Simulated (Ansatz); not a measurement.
# A failed many-body run on LiCl (Fm-3m)

Aim: the G0W0 gap of LiCl (Fm-3m). The first input has a fault.

Calculated with Ansatz 0.2.0; G0W0 on PBE, plane waves, PAW; PAW set soft_1.

### 1. The starting structure

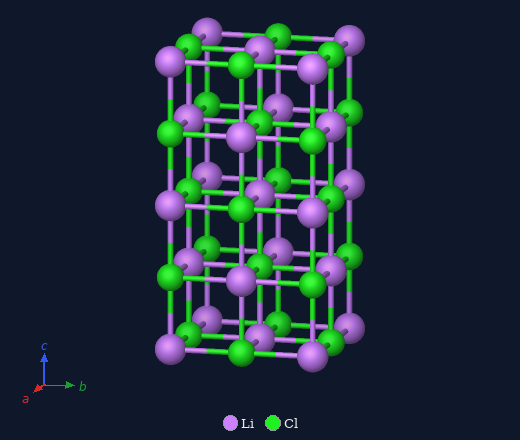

The cell as given, slightly off an axis (lithium purple, chlorine green). 1×1×2 cells are drawn. This picture shows the conventional cell, with its axes. Some periodic images of atoms are drawn too.

The cell and positions come from the Crystallography Open Database and are kept as given unless a step says otherwise.

### 2. First try

File input.yaml:

```yaml
crystal:
  lattice:
    - [0.0, 2.5715, 2.5715]
    - [2.5715, 0.0, 2.5715]
    - [2.5715, 2.5715, 0.0]
  atoms:
    - { symbol: Li, position: [0.0, 0.0, 0.0] }
    - { symbol: Cl, position: [0.5, 0.5, 0.5] }
kpoints:
  mp_grid: { grid: [4, 4, 4] }
hamiltonian:
  xc: pbe
  pseudopotentials: { kind: paw, azcp: { folder: soft_1 } }
scf:
  occupations: { method: fixed }
gw:
  n_empty_bands: 4
  ecut_chi: 40
  qp_bands: [v2, c2]
  qp_kpoints: band_edges
  screening: { model: contour_deformation }
```

On the command line:

```sh
$ ansatz run input.yaml --threads 24 --pin off --max-ram 82944MiB --backend cuda --events-out ev --progress --plain --runs-dir out --devices 1 --max-vram 78GiB
```

Numbers of over 12 decimals in the logs are rounded to 6 here.

The log of the run:

```text
GPUs: using 1 of 1 available (devices: 1).
Engine: ansatz 0.2.0, aarch64-unknown-linux-gnu
Pseudopotentials: kind: paw
Pseudopotential: Li, paw, valence charge 3, recommended cutoff 420 eV (normal), soft_1/Li.paw.azcp
Pseudopotential: Cl, paw, valence charge 7, recommended cutoff 420 eV (normal), soft_1/Cl.paw.azcp
Functional definition: PBE
  parameter kappa = 0.804
  parameter beta = 0.066725
  exchange = pbe_x(kappa = kappa, mu = beta*pi^2/3)
  correlation = pbe_c(beta = beta)
device memory: the entry about to start is reckoned to put 1.7 GiB on a device that reports 150.2 GiB free (of which the cap on the GPU budget leaves the run 78.0 GiB)
GPU FFT provider: cuFFT
GPU libraries: cuBLAS 13.8.1, cuFFT 12.4.0, cuSOLVER 12.3.2
GPU matrix products: emulated (plane waves: as basis.precision tells), large ones in fixed point in workspaces of 1.00 GiB
Crystal: 2 atoms, lattice volume = 34.009 Å³
Basis set: ecut = 420 eV, 645 PW (Γ)
Bands: 9, of which v1, the nominal top of the filled ones, is band 5 counted from 1 (4 counted from 0)
Symmetry: 48 space group operations
Space group: Fm-3m (ITA 225), of the structure as read, at distance tolerance 3.2e-5 Å
k-points: 8 of 64
Non-local potential: Li, projectors of the file, l = 0: 3, l = 1: 2, l = 2: 1
Non-local potential: Cl, projectors of the file, l = 0: 2, l = 1: 2, l = 2: 1
PAW form: soft (Blöchl's): semilocal exchange-correlation on the pseudo side does not see the compensation charge
PAW one-centre angular grid: Li, 110 points (default); XC on 96 Gauss nodes
PAW one-centre angular grid: Cl, 110 points (default); XC on 64 Gauss nodes
Initial density: superposition of atomic densities (chi_scale 0.1, normalization cell, long waves kept (reshape's long-wave potential 0.00 eV rms))
Initial wavefunctions: pseudopotential atomic-orbital guess
GPU buffer pool allocated for 15625 grid points (all kernels)
GPU transforms: local potential and band sums: pruned to the plane-wave sphere, on 25×25×25
Functional: x = pbe(κ = 0.804, μ = 0.219515), c = pbe(β = 0.066725)
SCF iter   1: F=—  HF=-1287.803090 eV  |F-HF|=—  |Δ(HF+E_count)|=         —  Δρ=2.86e-2  dr2=1.93e-1  ethr=3.10e-3  ⟨swp⟩=5.6  Hψ=490  notcnv=0  defer=8
preconditioner: auto → none  [insulator: Δε(μ)=5.859 eV  Ē_g=13.736 eV  n_scr=8 (ndim 8)  ℏωp=18.0 eV  f_vac=0.000  ε∞_Penn≈2.7]
SCF iter   2: F=—  HF=-1287.819451 eV  |F-HF|=—  |Δ(HF+E_count)|=   1.64e-2  Δρ=1.36e-2  dr2=4.23e-2  ethr=1.93e-3  ⟨swp⟩=2.2  Hψ=162  notcnv=0  defer=8
SCF iter   3: F=—  HF=-1287.829186 eV  |F-HF|=—  |Δ(HF+E_count)|=   9.73e-3  Δρ=2.99e-3  dr2=2.78e-3  ethr=4.23e-4  ⟨swp⟩=2.1  Hψ=120  notcnv=0  defer=10
SCF iter   4: F=—  HF=-1287.828729 eV  |F-HF|=—  |Δ(HF+E_count)|=   4.57e-4  Δρ=4.68e-4  dr2=4.83e-5  ethr=2.78e-5  ⟨swp⟩=2.9  Hψ=124  notcnv=0  defer=13
SCF iter   5: F=—  HF=-1287.828807 eV  |F-HF|=—  |Δ(HF+E_count)|=   7.81e-5  Δρ=6.20e-5  dr2=1.93e-6  ethr=4.83e-7  ⟨swp⟩=2.4  Hψ=129  notcnv=0  defer=12
SCF iter   6: F=-1287.828807 eV  HF=-1287.828807 eV  |F-HF|=6.21e-9  |Δ(HF+E_count)|=   5.31e-7  Δρ=4.06e-6  dr2=3.78e-9  ethr=1.00e-9  ⟨swp⟩=4.2  Hψ=384  notcnv=0
SCF 1 converged in 6 iterations: F = -1287.828807 eV  dr2 = 3.78e-9
[...]
device memory: the entry about to start is reckoned to put 2.6 GiB on a device that reports 150.1 GiB free (of which the cap on the GPU budget leaves the run 78.0 GiB)
NSCF: frozen V_eff on 8 k-points
[...]
device memory: the entry about to start is reckoned to put 1.7 GiB on a device that reports 150.1 GiB free (of which the cap on the GPU budget leaves the run 78.0 GiB)
NSCF: frozen V_eff on 8 k-points
G₀W₀ screening: q 1/8
[... further progress lines ...]
device memory: the entry about to start is reckoned to put 0.3 GiB on a device that reports 150.2 GiB free (of which the cap on the GPU budget leaves the run 78.0 GiB)
NSCF: frozen V_eff on 1 k-points
SCF converged after 6 iterations
Free energy (F): -1287.828807 eV
Harris-Foulkes:  -1287.828807 eV  (|F-HF|=6.21e-9)
Internal energy: -1287.828807 eV  (E = F + TS)
E sigma→0 (E₀):  -1287.828807 eV
Fermi energy:    1.624262 eV
--- Per-component energies (eV) ---
  E_band       = -103.967464
  E_kinetic    = 169.964885
  E_local      = -328.965172  (includes V_loc(G=0)·N_el)
  E_nonlocal   = 11.491830
  E_hartree    = 96.660295
  E_xc         = -117.323505
  E_vxc        = -129.235588  (∫ρ·V_xc dr)
  E_paw        = -683.313273  (= ΣΔE_a)
  E_vpaw       = -20.544836  (= ΣTr[D̂ρ^β])
  E_aug_tail   = 0.000363  (compensation charges beyond the density's cutoff)
  E_ewald      = -436.344230
  E_smearing   = -0.000000  (= −TS)
  E_closure    = 0.000000  (closes the sum)
  Σ components = -1287.828807   (vs F -1287.828807, Δ=0.00e0)
--- Band table (eV; the first three rows and the last of 8) ---
  k-point 0: bands = ["-41.9077", "-11.7452", "1.6243", "1.6243", "1.6243", "7.9089", "13.4081", "13.4081", "13.4081"]
  k-point 1: bands = ["-41.9063", "-11.4819", "0.0605", "1.4916", "1.4916", "8.8074", "12.2225", "12.2225", "12.5161"]
  k-point 2: bands = ["-41.9050", "-11.1863", "-1.1593", "1.3723", "1.3723", "8.3582", "11.0528", "11.0528", "14.5155"]
  k-point 7: bands = ["-41.9042", "-10.9554", "-0.4668", "-0.4668", "0.5768", "11.0778", "11.7029", "11.9838", "11.9838"]
--- G₀W₀: contour deformation, 5 samples at zero and on the imaginary axis and 2 off it, 64 q-points, 4 empty bands' worth ---
  eigenvalues of the whole cell's RPA ε∞ on this k-mesh (on a slab, of 1 + 4πα/V) = 2.7484, 2.7484, 2.7484; static W/v taken at q = 0 is 0.363849
  bands read: the sum over 9 bands ends inside a degenerate multiplet in 2 slots, whose members it reads at an even weight; the widest, k=3: bands 9 to 10 (counted from 1) at 1/2 each
  gw.qp_kpoints: band_edges: 7 of 8 stored k-points solved, in 1 pass; an edge of the gap read off the rows below is read off those points alone
    valence top: of the k-points left out ik 7 came nearest to being solved in a further pass, in band 5 (counted from 1, as in the quasiparticle table): it holds the edge there only if its correction is more favourable than any solved in that band by at least 1.047 eV; those differ by 0.271 eV
    conduction bottom: of the k-points left out ik 7 came nearest to being solved in a further pass, in band 6 (counted from 1, as in the quasiparticle table): it holds the edge there only if its correction is more favourable than any solved in that band by at least 3.169 eV; those differ by 0.471 eV
  `?` marks the rows in doubt; gw_qp.tsv's column doubts and the gw_qp event give each row's grounds
    ik  band        ε_KS         Σx   Σc(E_QP)       V_xc       Z   E_QP_lin       E_QP  E_QP is
     0     4      1.6243   -21.3280     3.3760   -17.0997  0.8226     0.7642     0.7719  root
     0     5      1.6243   -21.3280     3.3760   -17.0997  0.8226     0.7642     0.7719  root
     0     6      7.9089    -6.1497    -2.6181   -10.6023  0.8626     9.7722     9.7434  root
     0     7     13.4081    -4.5034    -1.9811    -9.7879  0.8884    16.8384    16.7114  root ?
     1     4      1.4916   -21.2385     3.3895   -16.9607  0.8217     0.5947     0.6032  root
     1     5      1.4916   -21.2385     3.3895   -16.9607  0.8217     0.5947     0.6032  root
     1     6      8.8074    -5.4611    -2.4976   -10.0294  0.8656    10.9157    10.8780  root
     1     7     12.2225    -3.9985    -2.3600    -9.2507  0.8733    15.2064    15.1147  root
     2     4      1.3723   -21.1907     3.4090   -16.8588  0.8208     0.4402     0.4494  root
     2     5      1.3723   -21.1907     3.4090   -16.8588  0.8208     0.4402     0.4494  root
     2     6      8.3582    -4.5238    -2.3800    -8.9312  0.8708    10.4190    10.3856  root
     2     7     11.0528    -3.9370    -2.3693    -8.9788  0.8731    13.7935    13.7253  root
     3     4      1.0439   -20.7079     3.4192   -16.2901  0.8183     0.0340     0.0452  root
     3     5      1.0439   -20.7079     3.4192   -16.2901  0.8183     0.0340     0.0452  root
     3     6     10.1046    -6.7456    -2.5843   -11.6121  0.8574    12.4394    12.3867  root
[...]
5     7     11.7573    -5.5800    -2.4141   -10.6256  0.8627    14.4668    14.3889  root
     6     4      0.5383   -20.3064     3.4812   -15.7016  0.8138    -0.6005    -0.5853  root
     6     5      0.5383   -20.3064     3.4812   -15.7016  0.8138    -0.6005    -0.5853  root
     6     6      9.4344    -5.0914    -2.4328    -9.7515  0.8671    11.7052    11.6617  root
     6     7      9.8742    -3.9316    -2.1020    -8.3232  0.8793    12.2067    12.1638  root
```

Wall time 1.1 s (1 × NVIDIA GB200 (shared by 2 runs) with 24 threads of Arm Neoverse V2, shared host); peak memory 1 GiB; 2.9 s of CPU time.

**Diagnosis.**

The run ended normally, though the input holds a fault or crude settings.

The fault: four empty bands in G0W0. The sums over empty states are cut off almost at the gap, so screening and correlation are far from complete.

It printed a gap of 8.97 eV, which is an artefact of the settings.

### 3. A better input

G0W0 replaces the xc potential by the self-energy, built once from these orbitals. Only a window of levels is corrected, while the sums run over the empty bands that the input names. This step takes PAW set soft_1 files.

input.yaml, as its differences from that of step 2:

```diff
@@ -9,3 +9,3 @@
 kpoints:
-  mp_grid: { grid: [4, 4, 4] }
+  mp_grid: { grid: [6, 6, 6] }
 hamiltonian:
@@ -16,4 +16,4 @@
 gw:
-  n_empty_bands: 4
-  ecut_chi: 40
+  n_empty_bands: 101
+  ecut_chi: 120
   qp_bands: [v2, c2]
```

The log of the run:

```text
GPUs: using 1 of 1 available (devices: 1).
[...]
GPU FFT provider: cuFFT
GPU libraries: cuBLAS 13.8.1, cuFFT 12.4.0, cuSOLVER 12.3.2
[...]
Crystal: 2 atoms, lattice volume = 34.009 Å³
Basis set: ecut = 420 eV, 645 PW (Γ)
Bands: 9, of which v1, the nominal top of the filled ones, is band 5 counted from 1 (4 counted from 0)
Symmetry: 48 space group operations
[...]
k-points: 16 of 216
[...]
GPU buffer pool allocated for 15625 grid points (all kernels)
[...]
SCF iter   1: F=—  HF=-1287.810735 eV  |F-HF|=—  |Δ(HF+E_count)|=         —  Δρ=2.86e-2  dr2=1.93e-1  ethr=3.10e-3  ⟨swp⟩=4.6  Hψ=977  notcnv=0  defer=24
[...]
SCF iter   6: F=-1287.835037 eV  HF=-1287.835037 eV  |F-HF|=3.50e-9  |Δ(HF+E_count)|=   1.00e-6  Δρ=6.66e-6  dr2=1.11e-8  ethr=1.00e-9  ⟨swp⟩=4.6  Hψ=827  notcnv=0
SCF 1 converged in 6 iterations: F = -1287.835037 eV  dr2 = 1.11e-8
[...]
0     4      1.6183   -21.2758     2.5147   -17.1004  0.8008    -0.0679    -0.0424  root
     0     5      1.6183   -21.2758     2.5147   -17.1004  0.8008    -0.0679    -0.0424  root
     0     6      7.9053    -6.2149    -3.6249   -10.6043  0.8456     8.6738     8.6698  root
     0     7     13.4050    -4.5248    -4.0463    -9.7905  0.8334    14.6391    14.6244  root
     1     4      1.5501   -21.2283     2.5299   -17.0257  0.8006    -0.1485    -0.1224  root
     1     5      1.5501   -21.2283     2.5299   -17.0257  0.8006    -0.1485    -0.1224  root
     1     6      8.5953    -6.2434    -3.6854   -10.7603  0.8424     9.4317     9.4267  root
     1     7     12.4373    -4.7369    -3.9995    -9.8247  0.8328    13.5370    13.5257  root
[...]
14     4     -0.0878   -19.5250     2.8523   -14.7882  0.7935    -2.0135    -1.9723  root
    14     5      0.8447   -20.5250     2.6679   -16.0801  0.7980    -0.9645    -0.9322  root
    14     6     10.4843    -4.9332    -3.8202    -9.7713  0.8396    11.5106    11.5021  root
    14     7     10.8893    -5.2215    -3.8318   -10.1802  0.8380    12.0268    12.0162  root
[key lines of the parts left out:]
SCF converged after 6 iterations
Free energy (F): -1287.835037 eV
Fermi energy:    1.618253 eV
```

Run time: 2.9 s. Hardware: 1 × NVIDIA GB200 (shared by 2 runs) with 24 threads; peak memory 1.1 GiB.

This step gave:

```
bands summed                                 : 106
RPA ε∞ on this mesh (eigenvalues)            : 2.751, 2.751, 2.751
plane waves in the screening matrix          : 113
q-points in the mesh                         : 216
G0W0 gap on the mesh                         : 8.712 eV
k of the valence top                         : 0, 0, 0
k of the conduction bottom                   : 0, 0, 0
starting gap on the mesh                     : 6.287 eV
Z at the valence top                         : 0.8008
Z at the conduction bottom                   : 0.8456
least direct G0W0 gap on the computed points : 8.712 eV
```

The gap on the mesh goes from 6.29 eV to 8.71 eV, a correction of +2.43 eV. Between the two edge states, bare exchange in place of the xc potential would open the gap by 8.56 eV, and correlation takes back 6.14 eV.

### 4. Results

| Property | Result |
| --- | --- |
| first try | converged after 1.1 s |
| better run | G0W0 gap on the mesh 8.71 eV (6×6×6 mesh, 101 empty bands, screening to 120 eV, PAW set soft_1 files) |

The second run differs in: mesh, empty bands and screening cutoff (eV). Bands and cutoff are finite, so the gap is not at the basis limit. The miss can reach some tenths of an eV and take either sign; the mesh is an error of its own.

[Paths, hosts, dates, memory and timing lines, banners, echoed tables and standing remarks are left out of the program output.]

[Logs are printed without paths, hosts, clocks, repeated set-up lines and the standing remarks that a program may print on its own settings, such as how far it seeks lower states.]

[Runs of the session that timed out or met a known fault of the program may be left out.]

[Cells called generated may have been cut or substituted from an entry of the Crystallography Open Database or the Materials Project.]

[Hosts, paths, dates, database ids (printed as entryN), source tags and the programs' standing remarks are cut or masked in the printed files.]
